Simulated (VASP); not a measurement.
## Er: interstitial Li from one void to a neighbouring one

How hard is this move in Er: interstitial Li from one void to a neighbouring one? Both ends are relaxed first, then a band of images between them. The start is a cell from a database of measured crystal structures.

Main program and level: VASP 6.6.1; PBE, 4f electrons in the core; plane waves and PAW (Er_3), in the first sound run; inputs show where later runs differ.

## 1. The host crystal

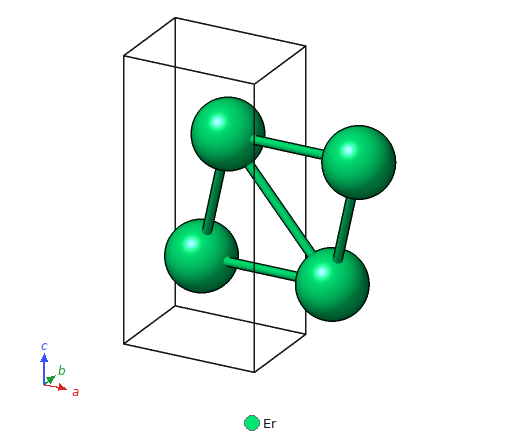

The cell as given, slightly off an axis (erbium green). 2×1×1 cells are drawn.

As a file:

```xyz
2
Lattice="3.5588 0.0000 0.0000 -1.7794 3.0820 0.0000 0.0000 0.0000 5.5874" Properties=species:S:1:pos:R:3 pbc="T T T"
Er    1.7794    1.0273    4.1905
Er    0.0000    2.0547    1.3968
```

## 2. Relax the host

First cell and atoms are relaxed at a raised cutoff, so that later runs start from this functional's own cell.

Input file INCAR:

```
SYSTEM = Er
PREC = Accurate
ENCUT = 350
EDIFF = 1E-06
NELM = 120
ISMEAR = 1
SIGMA = 0.15
LREAL = .FALSE.
ALGO = Normal
GGA = PE
NBANDS = 15
LASPH = .TRUE.
LORBIT = 11
LWAVE = .FALSE.
LCHARG = .FALSE.
KPAR = 3
IBRION = 2
NSW = 40
ISIF = 3
EDIFFG = -0.02
POTIM = 0.4
```

Input file POSCAR:

```
Er
1.0
    3.5588000000      0.0000000000      0.0000000000
   -1.7794000000      3.0820112070      0.0000000000
    0.0000000000      0.0000000000      5.5874000000
Er
2
Direct
    0.6666666667      0.3333333333      0.7500000000
    0.3333333333      0.6666666667      0.2500000000
```

Input file KPOINTS:

```
Automatic mesh
0
Gamma
11 11 6
0 0 0
```

Potentials, in the order of the species: Er_3 (PBE family, release 64).

Command:

```bash
mpirun -np 3 vasp_std
```

The program printed:

```text
[banner, memory and clock lines left out]
running    3 mpi-ranks, on    1 nodes
 distrk:  each k-point on    1 cores,    3 groups
 distr:  one band on    1 cores,    1 groups

 POSCAR found type information on POSCAR Er
 POSCAR found :  1 types and       2 ions
 LDA part: xc-table for (Slater+PW92), standard interpolation
 POSCAR, INCAR and KPOINTS ok, starting setup
 FFT: planning ... GRIDC
 FFT: planning ... GRID_SOFT
 FFT: planning ... GRID
 WAVECAR not read
 entering main loop
       N       E                     dE             d eps       ncg     rms          rms(c)
DAV:   1     0.371735316517E+02    0.37174E+02   -0.72939E+03  3435   0.956E+02
DAV:   2    -0.741871817831E+01   -0.44592E+02   -0.43169E+02  3328   0.401E+02
DAV:   3    -0.891740034901E+01   -0.14987E+01   -0.14852E+01  2524   0.428E+01
DAV:   4    -0.899023466424E+01   -0.72834E-01   -0.71163E-01  3403   0.893E+00
DAV:   5    -0.899213581758E+01   -0.19012E-02   -0.19009E-02  2628   0.207E+00    0.245E+01
DAV:   6    -0.898665771362E+01    0.54781E-02   -0.30222E-02  3296   0.294E+00    0.146E+01
DAV:   7    -0.899589482097E+01   -0.92371E-02   -0.54150E-02  3251   0.380E+00    0.366E-01
DAV:   8    -0.899566141305E+01    0.23341E-03   -0.35578E-03  3158   0.632E-01    0.869E-02
DAV:   9    -0.899566881727E+01   -0.74042E-05   -0.21030E-04  3115   0.173E-01    0.297E-02
DAV:  10    -0.899566257272E+01    0.62445E-05   -0.25414E-05  3197   0.551E-02    0.375E-02
DAV:  11    -0.899566337278E+01   -0.80005E-06   -0.14028E-06  1947   0.148E-02
   1 F= -.89956634E+01 E0= -.89972550E+01  d E =-.899566E+01
 curvature:   0.00 expect dE= 0.000E+00 dE for cont linesearch  0.000E+00
 trial: gam= 0.00000 g(F)=  0.800E-49 g(S)=  0.226E-02 ort = 0.000E+00 (trialstep = 0.100E+01)
 search vector abs. value=  0.226E-02
 bond charge predicted
       N       E                     dE             d eps       ncg     rms          rms(c)
DAV:   1    -0.900114041565E+01   -0.54778E-02   -0.14136E-01  2958   0.415E+00    0.408E-01
DAV:   2    -0.899851200571E+01    0.26284E-02   -0.59307E-03  3235   0.104E+00    0.177E-01
DAV:   3    -0.899725773803E+01    0.12543E-02   -0.16145E-03  3341   0.564E-01    0.768E-02
DAV:   4    -0.899720345195E+01    0.54286E-04   -0.30465E-04  3318   0.213E-01    0.498E-02
DAV:   5    -0.899720296914E+01    0.48281E-06   -0.22683E-05  3082   0.565E-02    0.892E-03
DAV:   6    -0.899720296212E+01    0.70272E-08   -0.88260E-07  1821   0.123E-02
   2 F= -.89972030E+01 E0= -.89988680E+01  d E =-.153959E-02
[...]
3 F= -.89974226E+01 E0= -.89991177E+01  d E =-.175920E-02
[...]
4 F= -.89974660E+01 E0= -.89991566E+01  d E =-.180258E-02
 curvature:  -0.81 expect dE=-0.318E-03 dE for cont linesearch -0.402E-06
 trial: gam= 0.18770 g(F)=  0.547E-49 g(S)=  0.391E-03 ort =-0.335E-04 (trialstep = 0.113E+01)
 search vector abs. value=  0.458E-03
 bond charge predicted
       N       E                     dE             d eps       ncg     rms          rms(c)
DAV:   1    -0.899880082342E+01   -0.13354E-02   -0.36099E-02  2817   0.227E+00    0.214E-01
DAV:   2    -0.899811496753E+01    0.68586E-03   -0.21945E-03  3108   0.581E-01    0.997E-02
DAV:   3    -0.899772455074E+01    0.39042E-03   -0.51938E-04  3198   0.346E-01    0.400E-02
DAV:   4    -0.899770584822E+01    0.18703E-04   -0.93945E-05  3299   0.125E-01    0.277E-02
DAV:   5    -0.899770901324E+01   -0.31650E-05   -0.72408E-06  3237   0.344E-02    0.326E-03
DAV:   6    -0.899770858061E+01    0.43263E-06   -0.19171E-07  1744   0.683E-03
   5 F= -.89977086E+01 E0= -.89994659E+01  d E =-.242628E-03
 trial-energy change:   -0.000243  1 .order   -0.000248   -0.000434   -0.000062
 step:   1.3355(harm=  1.3147)  dis= 0.00000  next Energy=    -8.997714 (dE=-0.248E-03)
 reached required accuracy - stopping structural energy minimisation
```

Elapsed: 22 s, on 3 MPI ranks of Intel Xeon 6975P-C (Granite Rapids), shared host; peak memory 0.47 GiB; 62 s of CPU time.

Lines that name or quote the potential files are left out of all logs, and their timing lines are given in words.

Parts of OUTCAR (step 2):

```text
ion  position               nearest neighbor table
   1  0.667  0.333  0.750-   2 3.47   2 3.47   2 3.47   2 3.47   2 3.47   2 3.47
   2  0.333  0.667  0.250-   1 3.47   1 3.47   1 3.47   1 3.47   1 3.47   1 3.47

  LATTYP: Found a hexagonal cell.
 ALAT       =     3.5588000000
 C/A-ratio  =     1.5700236035

 Subroutine GETGRP returns: Found 24 space group operations
 (whereof 12 operations were pure point group operations)

The static configuration has the point symmetry D_3d.
 The point group associated with its full space group is D_6h.

 Found     64 irreducible k-points:

   k-points           NKPTS =     64   k-points in BZ     NKDIM =     64   number of bands    NBANDS=     15

   dimension x,y,z NGX =    24 NGY =   24 NGZ =   36
   dimension x,y,z NGXF=    48 NGYF=   48 NGZF=   72

   ENCUT  =  350.0 eV  25.72 Ry    5.07 a.u.   5.43  5.43  8.52*2*pi/ulx,y,z

   NELECT =      18.0000    total number of electrons

 k-points in reciprocal lattice and weights: Automatic mesh
   0.00000000  0.00000000  0.00000000       0.001
   0.09090909  0.00000000  0.00000000       0.008
   0.18181818  0.00000000  0.00000000       0.008
   0.27272727  0.00000000  0.00000000       0.008
   0.36363636  0.00000000  0.00000000       0.008
   0.45454545  0.00000000  0.00000000       0.008
   0.09090909  0.09090909  0.00000000       0.008
   0.18181818  0.09090909  0.00000000       0.017
   0.27272727  0.09090909  0.00000000       0.017
[...]
0.27272727  0.27272727  0.50000000       0.008
   0.36363636  0.27272727  0.50000000       0.008

 average (electrostatic) potential at core
       1 -34.7277       2 -34.7277

 E-fermi :   2.9661

 k-point     1 :       0.0000    0.0000    0.0000
  band No.  band energies     occupation
    ...
      4     -21.4367      2.00000
      5     -21.4367      2.00000
      6     -21.3854      2.00000
      7      -2.5084      2.00000
      8       0.7479      2.00000
      9       4.0477     -0.00000
     10       4.8989     -0.00000
     11       4.8989     -0.00000
     12       5.3986     -0.00000
     13       5.6349     -0.00000
    ...

 k-point     2 :       0.0909    0.0000    0.0000
  band No.  band energies     occupation
    ...
      4     -21.4683      2.00000
      5     -21.4403      2.00000
      6     -21.3934      2.00000
      7      -2.3150      2.00000
      8       0.9361      2.00000
      9       3.8468     -0.00000
     10       4.4495     -0.00000
     11       5.0824     -0.00000
     12       5.3954     -0.00000
     13       5.7294     -0.00000
    ...

 k-point     3 :       0.1818    0.0000    0.0000
  band No.  band energies     occupation
    ...
      4     -21.5507      2.00000
      5     -21.4510      2.00000
      6     -21.4171      2.00000
      7      -1.7639      2.00000
      8       1.4306      2.00000
      9       3.3576     -0.00140
     10       3.7715     -0.00000
     11       4.9002     -0.00000
     12       5.3723     -0.00000
     13       5.4614     -0.00000
    ...

  Total       -0.0148502     -0.0148502     -0.0173929      0.0000000     -0.0000000      0.0000000
  in kB       -0.3861489     -0.3861489     -0.4522676      0.0000000     -0.0000000      0.0000000
  external PRESSURE =      -0.4081884 kB  Pullay stress =       0.0000000 kB

  energy-cutoff  :      350.00
  volume of cell :       61.62
      direct lattice vectors                 reciprocal lattice vectors
     3.582786575  0.000000000  0.000000000     0.279112355  0.161145594  0.000000000
    -1.791393287  3.102784190  0.000000000    -0.000000000  0.322291187 -0.000000000
    -0.000000000  0.000000000  5.542616945     0.000000000 -0.000000000  0.180420190

 POSITION                                       TOTAL-FORCE (eV/Angst)
 -----------------------------------------------------------------------------------
      1.79139      1.03426      4.15696         0.000000     -0.000000      0.000000
     -0.00000      2.06852      1.38565        -0.000000      0.000000      0.000000
 -----------------------------------------------------------------------------------
    total drift:                                0.000000     -0.000000      0.000000

  FREE ENERGIE OF THE ION-ELECTRON SYSTEM (eV)
  ---------------------------------------------------
  free  energy   TOTEN  =        -8.9977085806 eV

  energy  without entropy=       -9.0029806343  energy(sigma->0) =       -8.99946593

 reached required accuracy - stopping structural energy minimisation

 total charge
# of ion       s       p       d       tot
------------------------------------------
    1        0.510   6.528   1.069   8.106
    2        0.510   6.528   1.069   8.106
--------------------------------------------------
tot          1.019  13.055   2.137  16.212

[... 3 further parts left out ...]
```

CONTCAR:

```
Er
   1.00000000000000
     3.5827865745046710    0.0000000000000000    0.0000000000000000
    -1.7913932872523355    3.1027841898710538    0.0000000000000000
    -0.0000000000000000    0.0000000000000000    5.5426169445103524
  Er
     2
Direct
     0.6666666667000030    0.3333333332999970    0.7500000000000000
     0.3333333332999970    0.6666666667000030    0.2500000000000000
```

The data set Er_3 holds the 4f electrons frozen in the core, so no f bands or f moments appear. The k-mesh is coarse for a metal. The run keeps the 24 symmetry operations of its start, so it cannot find a distortion of lower symmetry.

Step by step:

```tsv
step	energy less that of the first step (eV)	largest force (eV/Å)	pressure (GPa)	volume (Å³)
1	0.0000	0.0000	0.25	61.28
2	-0.0015	0.0000	-0.01	61.62
3	-0.0018	0.0000	-0.23	61.92
4	-0.0018	0.0000	-0.19	61.84
5	-0.0020	0.0000	-0.04	61.62
```

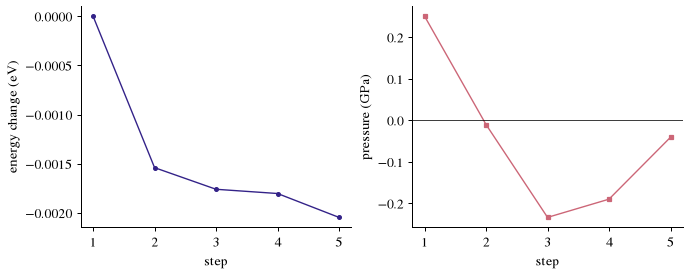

Energy and pressure along the relaxation.

```tsv
conventional cell, symmetrised	before	after	change
a (Å)	3.559	3.583	+0.7 %
b (Å)	3.559	3.583	+0.7 %
c (Å)	5.587	5.543	-0.8 %
volume (Å³/atom)	30.64	30.81	+0.5 %
```

The relaxed structure:

```xyz
2
Lattice="3.5828 0.0000 0.0000 -1.7914 3.1028 0.0000 0.0000 0.0000 5.5426" Properties=species:S:1:pos:R:3 pbc="T T T"
Er    1.7914    1.0343    4.1570
Er    0.0000    2.0685    1.3857
```

Numbers from this step:

* electronic cycles: 34
* electrons: 18
* free energy (TOTEN): -8.998 eV
* energy at zero smearing: -8.999 eV
* Fermi energy: 2.966 eV
* metallic: yes

The run ended after 5 ionic steps, 0.002 eV below its first step, once forces and stress met EDIFFG = -0.02.

(Part 1 of 5 ends here.)

[Lines on the potential files, build, host, timing and source positions are cut from VASP's logs without a mark.]

[Logs are printed without paths, hosts, clocks, repeated set-up lines and the standing remarks that a program may print on its own settings, such as how far it seeks lower states.]

[Hosts, paths, dates, database ids (printed as entryN), source tags and the programs' standing remarks are cut or masked in the printed files.]

[Runs that stopped without an error message from VASP are left out.]
